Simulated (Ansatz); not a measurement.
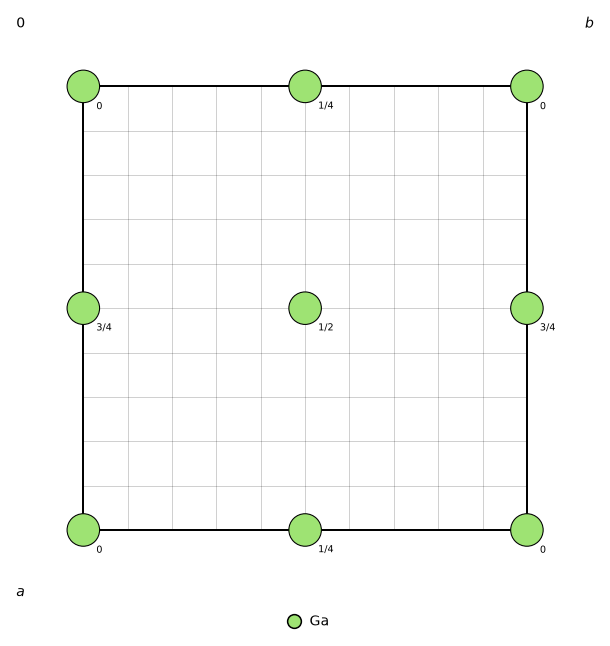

Plan of a unit cell projected along c (a down the page, b across); the numbers are heights as fractions of c, and atoms on the cell's edges are repeated. The grid marks tenths of a and b. Source: the end point of a relaxation with Ansatz 0.2.0, DFT r2SCAN, scalar-relativistic, plane waves, PAW; the starting structure was generated, so it need not be a known form of this composition. The drawing is computed from the coordinates (standard cell, symmetry found to 0.002 Å).

a = 5.254 Å, b = 5.254 Å, c = 2.708 Å, α = 90.00°, β = 90.00°, γ = 90.00°.

What does the cell contain?

4 Ga: Ga, Z = 4.

Which space group?

I4_1/amd, No. 141, origin choice 1, body-centred tetragonal.

Give the independent sites, coordinates to two places.

```csv
atom,site,symmetry,x,y,z
Ga,4a,-4m2,0.00,0.00,0.00
```
